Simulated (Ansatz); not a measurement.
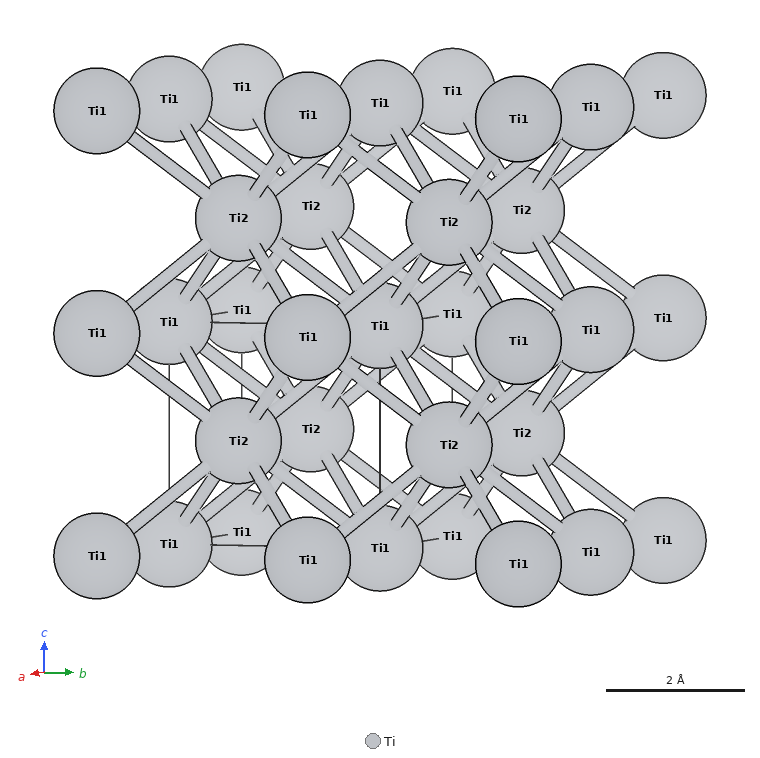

Fig. 1: The structure as given in the input (ball-and-stick view of the cell of the calculation, repeated 2 × 2 × 2, seen at an oblique angle; atoms are numbered from 1 in the order of the input). An atom can appear more than once, as a periodic image. Near neighbours in the periodic cell (some may lie outside the picture): Ti has 8 Ti at 2.82 Å.

**Ti: a changed input and its effect**

System: Ti (Im-3m, 2 atoms in the cell).
Method of run 1: DFT r2SCAN, scalar-relativistic, plane waves, PAW, no spin polarisation (Ansatz 0.2.0).

The structure derives from an entry of the Crystallography Open Database. Text and figures count atoms from 1; the logs count them from 0 in places.

**The input, run 1**
```yaml
crystal:
  lattice:
    - [3.2517897408, 0.0, 0.0]
    - [0.0, 3.2517897408, 0.0]
    - [0.0, 0.0, 3.2517897408]
  atoms:
    - { symbol: Ti, position: [0.0, 0.0, 0.0] }
    - { symbol: Ti, position: [0.5, 0.5, 0.5] }
basis:
  ecutwfc: 500
kpoints:
  mp_grid: { grid: [16, 16, 16] }
hamiltonian:
  xc: r2scan
scf:
  occupations: { method: gaussian, width: 0.1 }
output:
  forces: true
  stress: true
  eigenvalues: true
```

Launched with:
```bash
ansatz run input.yaml --threads 1 --pin off --max-ram 2560MiB --backend cpu --events-out ev --progress --plain --runs-dir out
```

Hardware: 1 thread of Arm Neoverse V2, 24 GiB of memory available, shared host.

**Output, shortened to warnings, some set-up lines, iterations and results (run 1)**
```
Basis set: ecut = 500 eV, 895 PW (Γ), exchange–correlation on 96×96×96 points (64 copies of the dense FFT grid, shifted against one another)
Symmetry: 96 space group operations
k-points: 165 of 4096
Initial density: superposition of atomic densities (neutral atoms: chi_scale 0, normalization atom), corrected by the library's trained network
[...]
SCF iter   1: F=—  HF=-5008.433932 eV  |F-HF|=—  |Δ(HF+E_count)|=         —  Δρ=1.45e-2  dr2=6.23e-2  dr2_τ=1.39e-2  ethr=1.77e-3  ⟨swp⟩=3.5  Hψ=11388  notcnv=0
SCF iter   2: F=—  HF=-5008.476999 eV  |F-HF|=—  |Δ(HF+E_count)|=   4.31e-2  Δρ=4.75e-3  dr2=6.64e-3  dr2_τ=6.24e-4  ethr=2.60e-4  ⟨swp⟩=2.3  Hψ=5993  notcnv=0  defer=36
SCF iter   3: F=—  HF=-5008.477417 eV  |F-HF|=—  |Δ(HF+E_count)|=   4.18e-4  Δρ=1.34e-3  dr2=2.54e-4  dr2_τ=8.59e-5  ethr=2.77e-5  ⟨swp⟩=3.0  Hψ=4857  notcnv=0  defer=36
SCF iter   4: F=—  HF=-5008.477824 eV  |F-HF|=—  |Δ(HF+E_count)|=   4.07e-4  Δρ=4.55e-4  dr2=3.42e-5  dr2_τ=3.45e-6  ethr=1.06e-6  ⟨swp⟩=2.0  Hψ=4221  notcnv=0  defer=36
SCF iter   5: F=—  HF=-5008.477871 eV  |F-HF|=—  |Δ(HF+E_count)|=   4.73e-5  Δρ=4.97e-5  dr2=5.55e-7  dr2_τ=1.66e-8  ethr=1.43e-7  ⟨swp⟩=2.4  Hψ=4474  notcnv=0  defer=36
SCF iter   6: F=-5008.477871 eV  HF=-5008.477871 eV  |F-HF|=8.89e-9  |Δ(HF+E_count)|=   2.69e-7  Δρ=1.02e-5  dr2=3.04e-8  dr2_τ=5.80e-10  ethr=4.17e-10  ⟨swp⟩=5.6  Hψ=10825  …
SCF 1 converged in 6 iterations: F = -5008.477871 eV  dr2 = 3.04e-8
SCF converged after 6 iterations
Free energy (F): -5008.477871 eV
Harris-Foulkes:  -5008.477871 eV  (|F-HF|=8.89e-9)
Internal energy: -5008.456125 eV  (E = F + TS)
E sigma→0 (E₀):  -5008.466998 eV
Entropy (-TS):   -0.021746 eV (-10.873 meV/atom)
Fermi energy:    13.292224 eV
--- Per-component energies (eV) ---
  E_band       = -336.238685
  E_kinetic    = 545.595025
  E_local      = -1608.262174  (includes V_loc(G=0)·N_el)
  E_nonlocal   = 15.182326
  E_hartree    = 659.567483
  E_xc         = -185.647291
  E_vxc        = -265.425908  (∫ρ·V_xc dr)
  E_paw        = -2113.776942  (= ΣΔE_a)
  E_vpaw       = -360.771326  (= ΣTr[D̂ρ^β])
  E_aug_tail   = 0.000180  (compensation charges beyond the density's cutoff)
  E_vtau       = 18.301187  (kinetic-family band-sum trace: ∫τ·v_τ [+ j·A + Jᵃ·Aᵃ] dr)
  E_ewald      = -2320.607818
  E_core_change = -0.506914  (= ΣΔE_core)
  E_smearing   = -0.021746  (= −TS)
  E_closure    = 0.000000  (closes the sum)
  Σ components = -5008.477871   (vs F -5008.477871, Δ=0.00e0)
--- Forces (eV/Å), atoms counted from 1 ---
  atom   1  Ti     0.00000000    -0.00000000     0.00000000
  atom   2  Ti     0.00000000    -0.00000000     0.00000000
  max |Σ_I F_I| component: 5.38e-29 eV/Å
--- Stress (GPa, compression-positive) ---
        0.015274      -0.000000       0.000000
       -0.000000       0.015274      -0.000000
        0.000000      -0.000000       0.015274
  P = ⅓ Tr σ = 0.0153 GPa (0.153 kbar)
```

The input of run 2 differs as follows (lines with − go, lines with + come):
```diff
-    - [3.2517897408, 0.0, 0.0]
-    - [0.0, 3.2517897408, 0.0]
-    - [0.0, 0.0, 3.2517897408]
+    - [3.349343433, 0.0, 0.0]
+    - [0.0, 3.349343433, 0.0]
+    - [0.0, 0.0, 3.349343433]
```

What does this change do to the results?

With the same functional and potentials, run 2 lies 44.8 meV per atom higher. The pressure goes from 0.02 to −8.46 GPa. The volume per atom goes from 17.19 to 18.79 Å³. The number of SCF iterations is the same. The plane waves at Γ go from 895 to 949.

**Output, shortened to warnings, some set-up lines, iterations and results (run 2)**
```
Basis set: ecut = 500 eV, 949 PW (Γ), exchange–correlation on 100×100×100 points (64 copies of the dense FFT grid, shifted against one another)
Symmetry: 96 space group operations
k-points: 165 of 4096
Initial density: superposition of atomic densities (neutral atoms: chi_scale 0, normalization atom), corrected by the library's trained network
[...]
SCF iter   1: F=—  HF=-5008.365249 eV  |F-HF|=—  |Δ(HF+E_count)|=         —  Δρ=1.53e-2  dr2=8.17e-2  dr2_τ=1.05e-2  ethr=1.77e-3  ⟨swp⟩=3.5  Hψ=11327  notcnv=0
SCF iter   2: F=—  HF=-5008.387493 eV  |F-HF|=—  |Δ(HF+E_count)|=   2.22e-2  Δρ=4.39e-3  dr2=6.84e-3  dr2_τ=7.74e-4  ethr=3.41e-4  ⟨swp⟩=2.7  Hψ=6172  notcnv=0  defer=36
SCF iter   3: F=—  HF=-5008.387814 eV  |F-HF|=—  |Δ(HF+E_count)|=   3.22e-4  Δρ=1.37e-3  dr2=3.03e-4  dr2_τ=9.59e-5  ethr=2.85e-5  ⟨swp⟩=2.6  Hψ=4103  notcnv=0  defer=36
SCF iter   4: F=—  HF=-5008.388316 eV  |F-HF|=—  |Δ(HF+E_count)|=   5.02e-4  Δρ=4.21e-4  dr2=3.24e-5  dr2_τ=3.59e-6  ethr=1.26e-6  ⟨swp⟩=2.0  Hψ=4268  notcnv=0  defer=36
SCF iter   5: F=—  HF=-5008.388361 eV  |F-HF|=—  |Δ(HF+E_count)|=   4.47e-5  Δρ=4.74e-5  dr2=6.02e-7  dr2_τ=2.01e-8  ethr=1.35e-7  ⟨swp⟩=2.6  Hψ=4579  notcnv=0  defer=36
SCF iter   6: F=-5008.388361 eV  HF=-5008.388361 eV  |F-HF|=3.12e-9  |Δ(HF+E_count)|=   1.76e-7  Δρ=8.61e-6  dr2=2.12e-8  dr2_τ=3.75e-10  ethr=4.17e-10  ⟨swp⟩=5.7  Hψ=10925  …
SCF 1 converged in 6 iterations: F = -5008.388361 eV  dr2 = 2.12e-8
SCF converged after 6 iterations
Free energy (F): -5008.388361 eV
Harris-Foulkes:  -5008.388361 eV  (|F-HF|=3.12e-9)
Internal energy: -5008.363886 eV  (E = F + TS)
E sigma→0 (E₀):  -5008.376124 eV
Entropy (-TS):   -0.024475 eV (-12.237 meV/atom)
Fermi energy:    11.947872 eV
--- Per-component energies (eV) ---
  E_band       = -371.495301
  E_kinetic    = 540.823936
  E_local      = -1703.952213  (includes V_loc(G=0)·N_el)
  E_nonlocal   = 14.771046
  E_hartree    = 690.635357
  E_xc         = -184.144021
  E_vxc        = -263.159941  (∫ρ·V_xc dr)
  E_paw        = -2112.973962  (= ΣΔE_a)
  E_vpaw       = -359.412702  (= ΣTr[D̂ρ^β])
  E_aug_tail   = 0.000183  (compensation charges beyond the density's cutoff)
  E_vtau       = 18.158210  (kinetic-family band-sum trace: ∫τ·v_τ [+ j·A + Jᵃ·Aᵃ] dr)
  E_ewald      = -2253.017299
  E_core_change = -0.506914  (= ΣΔE_core)
  E_smearing   = -0.024475  (= −TS)
  E_closure    = 0.000000  (closes the sum)
  Σ components = -5008.388361   (vs F -5008.388361, Δ=0.00e0)
--- Forces (eV/Å), atoms counted from 1 ---
  atom   1  Ti    -0.00000000    -0.00000000    -0.00000000
  atom   2  Ti     0.00000000     0.00000000    -0.00000000
  max |Σ_I F_I| component: 2.74e-30 eV/Å
--- Stress (GPa, compression-positive) ---
       -8.462844      -0.000000       0.000000
       -0.000000      -8.462844      -0.000000
        0.000000      -0.000000      -8.462844
  P = ⅓ Tr σ = -8.4628 GPa (-84.628 kbar)
```

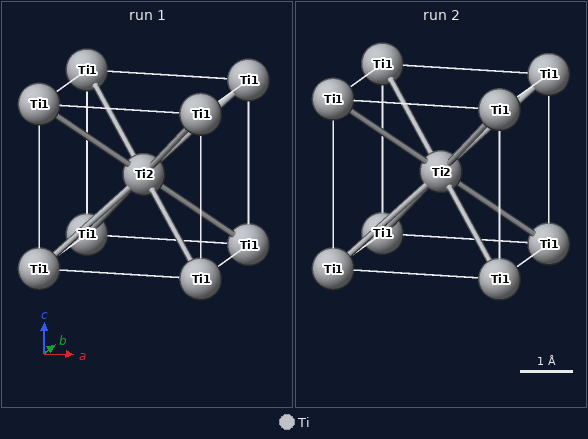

Fig. 2: The two input geometries at one scale (ball-and-stick view of the cell of the calculation, seen slightly off an axis). The atoms keep their places relative to the cell (all moves are under 0.005 Å). Cell: a = b = c 3.252 → 3.349 Å (+3.0 %). Volume +9.3 %. Among the contacts that change: Ti1–Ti2 2.816 → 2.901 Å.

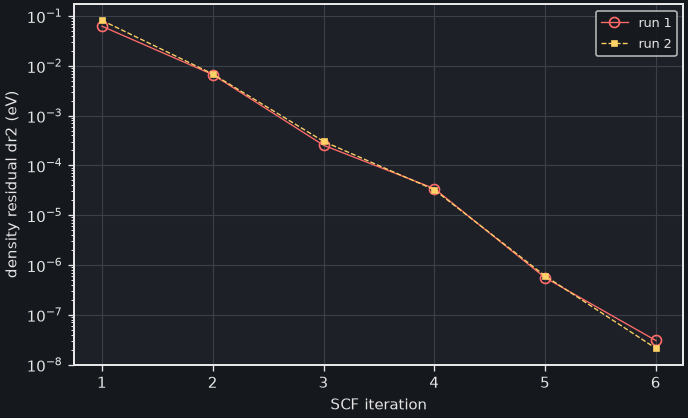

Fig. 3: Convergence of the two runs: density residual dr2 against the SCF iteration. Run 1 takes 6 iterations in all, and run 2 takes 6.

**The two runs side by side**

| quantity | run 1 | run 2 |
| --- | --- | --- |
| outcome | converged | converged |
| free energy per atom (eV) | −2504.2389 | −2504.1942 |
| energy per atom, smearing taken to zero (eV) | −2504.2335 | −2504.1881 |
| gap on the mesh (eV) | 0.00 | 0.00 |
| pressure (GPa) | 0.02 | −8.46 |
| volume per atom (Å³) | 17.19 | 18.79 |
| largest force (eV/Å) | 0.000 | 0.000 |
| SCF iterations | 6 | 6 |
| irreducible k-points | 165 | 165 |
| plane waves at Γ | 895 | 949 |
| wall time (shared host) | 8.2 s | 11 s |

For run 2: The cell is under a tension of 8.5 GPa at this level, so it is not at its equilibrium volume.
